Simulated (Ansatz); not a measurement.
## Pt$_{16}$H: geometry relaxation (part 1 of 3)

System: Pt$_{16}$H (slab, 17 atoms in the cell).
Method: DFT PBE+D3(BJ), scalar-relativistic, plane waves, PAW, no spin polarisation (Ansatz 0.2.0).

The structure derives from an entry of the Crystallography Open Database. The input holds or restrains some coordinates. Forces given for the steps count only the free coordinates.

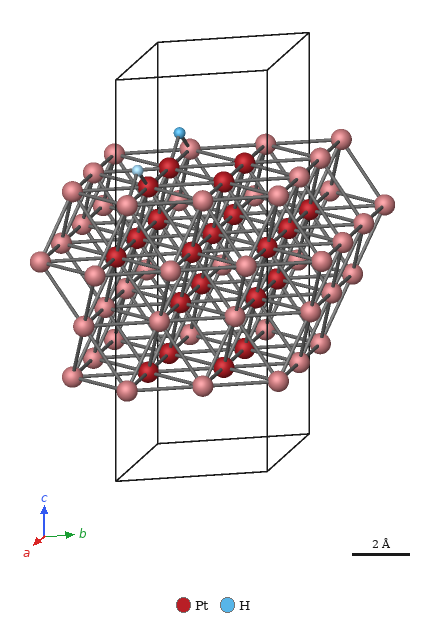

The structure as given in the input (ball-and-stick view of the cell of the calculation, with the vacuum cut short, seen slightly off an axis; neighbours outside the cell are drawn fainter). An atom can appear more than once, as a periodic image.

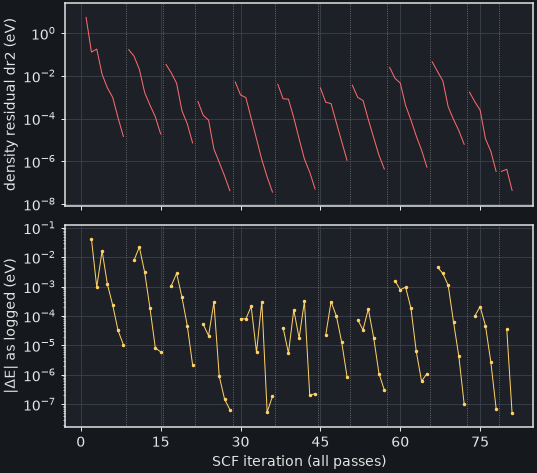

Convergence of the self-consistent field: density residual dr2 and size of the energy change against the SCF iteration. The dotted lines part the SCF passes of the relaxation: geometry steps, rejected trials and re-solves on a re-selected basis. The 12 passes take 3 to 8 iterations each, 81 in all.

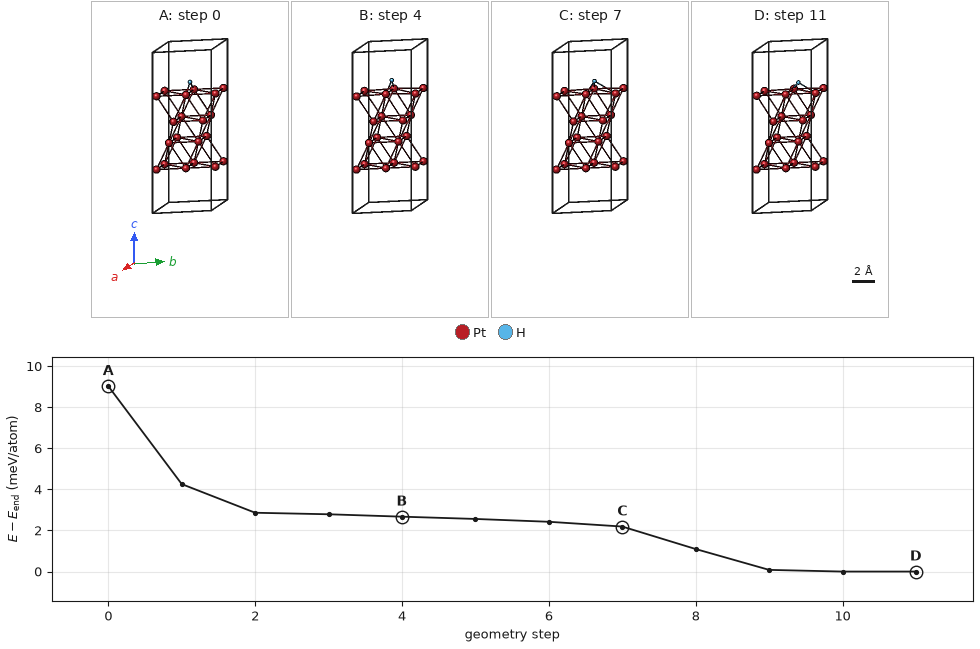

Frames of the restrained relaxation (ball-and-stick view of the cell of the calculation, with the vacuum cut short (origin shifted), seen slightly off an axis) above the curves, on which the letters mark them (the first geometry is step 0 here and step 1 in the log).

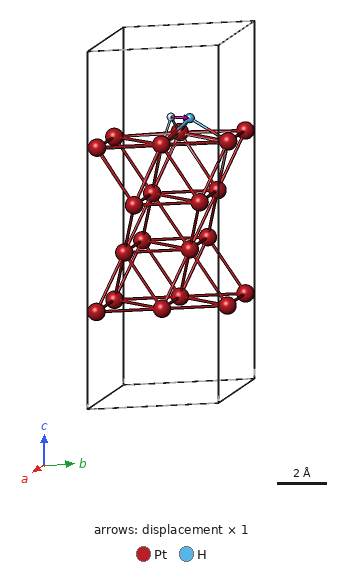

Start (faint) and end (solid) with the displacements as pink arrows, at true length (ball-and-stick view of the cell of the calculation, with the vacuum cut short (origin shifted), seen slightly off an axis). The largest move is that of H17, 0.80 Å. By element the largest moves are H 0.80 Å, Pt 0.06 Å. The cell doesn't change. Distances before and after: Pt13–H17 2.583 → 1.857 Å, Pt14–H17 1.677 → 1.859 Å, Pt13–Pt14 2.778 → 2.831 Å, Pt10–Pt14 2.799 → 2.841 Å. New bonds form: Pt13–H17 (2.58 → 1.86 Å). Among the angles that change: Pt14–H17–Pt16 111.8° → 99.2°. After 11 geometry steps the energy has fallen by 9.0 meV per atom. Largest force component: 0.99 eV/Å at the start, 0.021 eV/Å at the end. (Atoms are counted from 1 in the order of the input.)

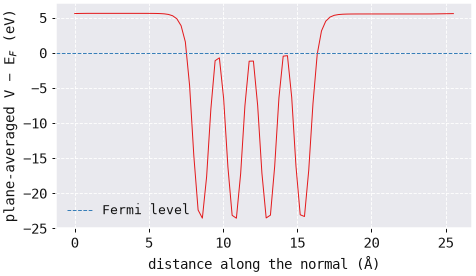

Plane average of the electrostatic potential energy of an electron across the cell, from the Fermi level. The vacuum level lies 5.55 eV above the Fermi level on the upper side and 5.64 eV on the lower.

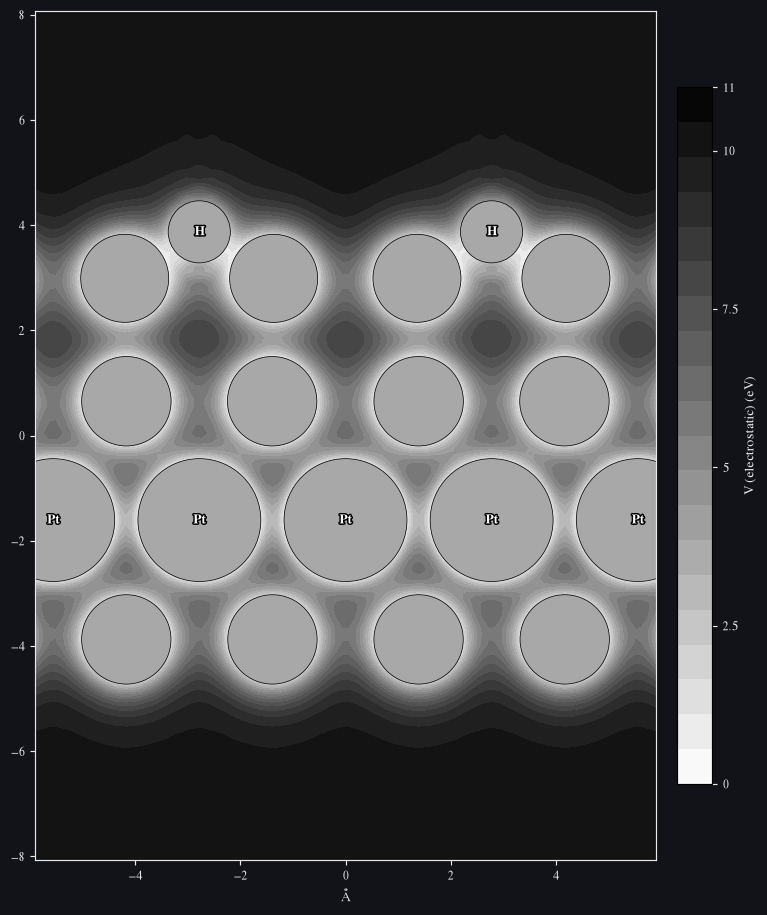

Electrostatic potential (local pseudopotential plus Hartree) felt by an electron on the (11̄0) plane of the calculation cell, a cut from vacuum to vacuum. Grey discs, where drawn, cover atomic cores. The section cuts through Pt and H sites. The fields are those of the smooth PAW valence density.

These pictures come from the run below.

### Input file
```yaml
crystal:
  lattice:
    - [5.555888461, 0.0, 0.0]
    - [-2.7779442305, 4.8115405478, 0.0]
    - [0.0, 0.0, 25.8045458987]
  atoms:
    - { symbol: Pt, position: [0.3333333333, 0.1666666667, 0.329399325] }
    - { symbol: Pt, position: [0.3333333333, 0.6666666667, 0.329399325] }
    - { symbol: Pt, position: [0.8333333333, 0.1666666667, 0.329399325] }
    - { symbol: Pt, position: [0.8333333333, 0.6666666667, 0.329399325] }
    - { symbol: Pt, position: [0.6666666667, 0.3333333333, 0.4172978671] }
    - { symbol: Pt, position: [0.6666666667, 0.8333333333, 0.4172978671] }
    - { symbol: Pt, position: [0.1666666667, 0.3333333333, 0.4172978671] }
    - { symbol: Pt, position: [0.1666666667, 0.8333333333, 0.4172978671] }
    - { symbol: Pt, position: [0.0, 0.5, 0.5046029143] }
    - { symbol: Pt, position: [0.0, 0.0, 0.5046029143] }
    - { symbol: Pt, position: [0.5, 0.5, 0.5046029143] }
    - { symbol: Pt, position: [0.5, 0.0, 0.5046029143] }
    - { symbol: Pt, position: [0.3333333333, 0.6666666667, 0.5935036549] }
    - { symbol: Pt, position: [0.3333333333, 0.1666666667, 0.5935036549] }
    - { symbol: Pt, position: [0.8333333333, 0.6666666667, 0.5935036549] }
    - { symbol: Pt, position: [0.8333333333, 0.1666666667, 0.5935036549] }
    - { symbol: H, position: [0.0833333333, 0.1666666667, 0.629931345] }
basis:
  ecutwfc: 420
kpoints:
  mp_grid: { grid: [6, 6, 1] }
hamiltonian:
  xc: pbe
  dispersion: d3bj
scf:
  occupations: { method: gaussian, width: 0.1 }
output:
  forces: true
  eigenvalues: true
  write_density: true
  write_potential: true
  elf: true
  volumetric_format: npy
relax:
  adjacent_minimum: "off"
  f_tol: 0.03
  max_steps: 70
  constraints: [{ sites: [0, 1, 2, 3, 4, 5, 6, 7] }]
efield:
  axis: 3
  dipole_correction: true
```

Command:
```bash
ansatz run input.yaml --threads 4 --pin off --max-ram 10240MiB --backend cpu --events-out ev --progress --plain --runs-dir out
```

### Output
```
Engine: ansatz 0.2.0, x86_64-unknown-linux-gnu
Pseudopotentials: kind: paw
Pseudopotential: Pt, paw, valence charge 18, recommended cutoff 420 eV (normal), Pt.paw.azcp
Pseudopotential: H, paw, valence charge 1, recommended cutoff 420 eV (normal), H.paw.azcp
Functional definition: PBE
  parameter kappa = 0.804
  parameter beta = 0.06672455060314922
  exchange = pbe_x(kappa = kappa, mu = beta*pi^2/3)
  correlation = pbe_c(beta = beta)
Crystal: 17 atoms, lattice volume = 689.817 Å³
Basis set: ecut = 420 eV, 13539 PW (Γ), exchange–correlation on 80×80×360 points (8 copies of the dense FFT grid, shifted against one another)
Bands: 174, of which v1, the nominal top of the filled ones, is band 145 counted from 1 (144 counted from 0)
Symmetry: 2 space group operations
Space group: Cm (ITA 8), of the structure as read, at distance tolerance 8.8e-5 Å
k-points: 13 of 36 (time reversal used)
Non-local potential: Pt, projectors of the file, l = 0: 3, l = 1: 2, l = 2: 2, l = 3: 1
Non-local potential: H, projectors of the file, l = 0: 2, l = 1: 1
PAW form: soft (Blöchl's): semilocal exchange-correlation on the pseudo side does not see the compensation charge
PAW one-centre angular grid: Pt, 590 points (default); XC on 64 Gauss nodes
PAW one-centre angular grid: H, 110 points (default); XC on 64 Gauss nodes
Initial density: superposition of atomic densities (neutral atoms: chi_scale 0, normalization atom), corrected by the library's trained network
Initial wavefunctions: pseudopotential atomic-orbital guess
Functional: x = pbe(κ = 0.804, μ = 0.2195149727645171), c = pbe(β = 0.06672455060314922)
SCF iter   1: F=—  HF=-200389.112660 eV  |F-HF|=—  |Δ(HF+E_count)|=         —  Δρ=7.95e-3  dr2=5.50e0  ethr=1.77e-3  p=-0.006 e·Å  D=-1.69e-3 V/Å  ΔV_dip=0.04 eV  dr2_dipole=1.90e0  V_vac-E_F(+/−)=5.21/5.17 eV  ⟨swp⟩=7.2  Hψ=9483  notcnv=0  defer=88
efield: sawtooth ramp at fractional position 0.9297 (placed from the atoms, in the widest stretch of the axis that holds none; the zero of the levels goes with the place), width 0.1000; the density the first Hamiltonian is built on has a dipole p = -0.006 e·Å; the dipole correction subtracts the counter field D = -1.69e-3 V/Å, which shifts the + side's vacuum level by +0.04 eV against the − side's; the planar-averaged density in the ramp window peaks in size at 1.4e-5 e/Å³
preconditioner: auto → LDOS  [metal: Δε(μ)=0.007 eV  Ē_g=7.416 eV  σ=0.100 eV  W_gap=0.04  n_scr=150 (ndim 8)  ℏωp=17.9 eV  f_vac=0.595  D(μ)=23.86/eV (n_scr^D=176)  β→1.0]
SCF iter   2: F=—  HF=-200389.070267 eV  |F-HF|=—  |Δ(HF+E_count)|=   4.24e-2  Δρ=3.33e-3  dr2=1.31e-1  ethr=1.77e-3  p=0.026 e·Å  D=6.94e-3 V/Å  ΔV_dip=-0.18 eV  dr2_dipole=4.90e-3  V_vac-E_F(+/−)=5.60/5.78 eV  ⟨swp⟩=1.0  Hψ=2613  notcnv=0  defer=174
SCF iter   3: F=—  HF=-200389.069308 eV  |F-HF|=—  |Δ(HF+E_count)|=   9.59e-4  Δρ=1.79e-3  dr2=1.80e-1  ethr=4.55e-5  p=0.003 e·Å  D=7.51e-4 V/Å  ΔV_dip=-0.02 eV  dr2_dipole=1.75e-2  V_vac-E_F(+/−)=5.47/5.49 eV  ⟨swp⟩=3.2  Hψ=4361  notcnv=0  defer=210
SCF iter   4: F=—  HF=-200389.052688 eV  |F-HF|=—  |Δ(HF+E_count)|=   1.66e-2  Δρ=6.84e-4  dr2=1.19e-2  ethr=4.55e-5  p=0.015 e·Å  D=3.81e-3 V/Å  ΔV_dip=-0.10 eV  dr2_dipole=3.44e-4  V_vac-E_F(+/−)=5.55/5.65 eV  ⟨swp⟩=2.0  Hψ=3060  notcnv=0  defer=210
SCF iter   5: F=—  HF=-200389.051488 eV  |F-HF|=—  |Δ(HF+E_count)|=   1.20e-3  Δρ=3.67e-4  dr2=2.74e-3  ethr=4.13e-6  p=0.014 e·Å  D=3.67e-3 V/Å  ΔV_dip=-0.09 eV  dr2_dipole=6.44e-6  V_vac-E_F(+/−)=5.55/5.64 eV  ⟨swp⟩=2.1  Hψ=3340  notcnv=0  defer=184
SCF iter   6: F=—  HF=-200389.051255 eV  |F-HF|=—  |Δ(HF+E_count)|=   2.33e-4  Δρ=1.43e-4  dr2=9.80e-4  ethr=9.49e-7  p=0.014 e·Å  D=3.59e-3 V/Å  ΔV_dip=-0.09 eV  dr2_dipole=3.69e-8  V_vac-E_F(+/−)=5.55/5.64 eV  ⟨swp⟩=2.3  Hψ=3069  notcnv=0  defer=184
SCF iter   7: F=—  HF=-200389.051223 eV  |F-HF|=—  |Δ(HF+E_count)|=   3.23e-5  Δρ=7.05e-5  dr2=1.09e-4  ethr=3.39e-7  p=0.014 e·Å  D=3.63e-3 V/Å  ΔV_dip=-0.09 eV  dr2_dipole=7.92e-10  V_vac-E_F(+/−)=5.55/5.64 eV  ⟨swp⟩=1.2  Hψ=2081  notcnv=0  defer=184
SCF iter   8: F=-200389.051222 eV  HF=-200389.051234 eV  |F-HF|=1.16e-5  |Δ(HF+E_count)|=   1.06e-5  Δρ=2.14e-5  dr2=1.45e-5  ethr=7.79e-9  p=0.014 e·Å  D=3.65e-3 V/Å  ΔV_dip=-0.09 eV  dr2_dipole=9.50e-7  V_vac-E_F(+/−)=5.55/5.64 eV  ⟨swp⟩=22.1  Hψ=24327  notcnv=0
SCF 1 converged in 8 iterations: F = -200389.051222 eV  dr2 = 1.45e-5
  greatest PAW one-centre occupation: 1.000 electrons in one spin orbital (limit 2), on the Pt atom at site 6 (counted from 0), in its partial waves of l = 0
relax step   1: F+E_penalty+E_count = -200389.05122199 eV  Δ(F+E_penalty+E_count) = +0.000e0 eV  max|allowed force component| = 9.870e-1 eV/Å  Δτ_max = 0.0000 Å  (8 SCF iters, dr2 threshold 2.25e-5 eV, accepted)
Initial density: handed on by an earlier stage of this run
Initial wavefunctions: those handed on with the density
iter 1 solved again at ethr=6.57e-5 eV; its pass at ethr=3.10e-3 eV (dr2=1.90e-1 eV) is discarded
SCF iter   1: F=—  HF=-200389.165816 eV  |F-HF|=—  |Δ(HF+E_count)|=         —  Δρ=5.95e-3  dr2=1.69e-1  ethr=6.57e-5  p=0.014 e·Å  D=3.65e-3 V/Å  ΔV_dip=-0.09 eV  dr2_dipole=3.46e-3  V_vac-E_F(+/−)=5.55/5.65 eV  ⟨swp⟩=2.2  Hψ=8185  notcnv=0  defer=245
efield: sawtooth ramp at fractional position 0.9297 (handed on by an earlier solve), width 0.1000; the density the first Hamiltonian is built on has a dipole p = 0.014 e·Å; the dipole correction subtracts the counter field D = 3.65e-3 V/Å, which shifts the + side's vacuum level by -0.09 eV against the − side's; the planar-averaged density in the ramp window peaks in size at 2.4e-6 e/Å³
preconditioner: auto → LDOS  [metal: Δε(μ)=0.005 eV  Ē_g=7.407 eV  σ=0.100 eV  W_gap=0.03  n_scr=150 (ndim 8)  ℏωp=17.9 eV  f_vac=0.593  D(μ)=24.47/eV (n_scr^D=176)  β→1.0]
SCF iter   2: F=—  HF=-200389.157914 eV  |F-HF|=—  |Δ(HF+E_count)|=   7.90e-3  Δρ=2.83e-3  dr2=8.38e-2  ethr=5.84e-5  p=0.013 e·Å  D=3.35e-3 V/Å  ΔV_dip=-0.09 eV  dr2_dipole=9.64e-4  V_vac-E_F(+/−)=5.55/5.64 eV  ⟨swp⟩=2.5  Hψ=3934  notcnv=0  defer=245
SCF iter   3: F=—  HF=-200389.135575 eV  |F-HF|=—  |Δ(HF+E_count)|=   2.23e-2  Δρ=9.28e-4  dr2=2.04e-2  ethr=2.90e-5  p=0.003 e·Å  D=6.70e-4 V/Å  ΔV_dip=-0.02 eV  dr2_dipole=6.30e-4  V_vac-E_F(+/−)=5.63/5.64 eV  ⟨swp⟩=2.2  Hψ=3618  notcnv=0  defer=245
SCF iter   4: F=—  HF=-200389.132517 eV  |F-HF|=—  |Δ(HF+E_count)|=   3.06e-3  Δρ=3.23e-4  dr2=1.64e-3  ethr=7.07e-6  p=0.010 e·Å  D=2.55e-3 V/Å  ΔV_dip=-0.07 eV  dr2_dipole=4.68e-6  V_vac-E_F(+/−)=5.58/5.64 eV  ⟨swp⟩=2.2  Hψ=3341  notcnv=0  defer=245
SCF iter   5: F=—  HF=-200389.132334 eV  |F-HF|=—  |Δ(HF+E_count)|=   1.83e-4  Δρ=1.48e-4  dr2=4.25e-4  ethr=5.68e-7  p=0.010 e·Å  D=2.53e-3 V/Å  ΔV_dip=-0.07 eV  dr2_dipole=5.52e-8  V_vac-E_F(+/−)=5.58/5.64 eV  ⟨swp⟩=2.6  Hψ=3835  notcnv=0  defer=246
SCF iter   6: F=—  HF=-200389.132325 eV  |F-HF|=—  |Δ(HF+E_count)|=   8.30e-6  Δρ=7.12e-5  dr2=1.21e-4  ethr=1.47e-7  p=0.010 e·Å  D=2.67e-3 V/Å  ΔV_dip=-0.07 eV  dr2_dipole=1.50e-6  V_vac-E_F(+/−)=5.57/5.64 eV  ⟨swp⟩=2.0  Hψ=2879  notcnv=0  defer=246
SCF iter   7: F=-200389.132316 eV  HF=-200389.132332 eV  |F-HF|=1.55e-5  |Δ(HF+E_count)|=   6.03e-6  Δρ=3.18e-5  dr2=1.90e-5  ethr=2.11e-8  p=0.010 e·Å  D=2.74e-3 V/Å  ΔV_dip=-0.07 eV  dr2_dipole=2.01e-6  V_vac-E_F(+/−)=5.57/5.64 eV  ⟨swp⟩=21.4  Hψ=23573  notcnv=0
SCF 2 converged in 7 iterations: F = -200389.132316 eV  dr2 = 1.90e-5
```
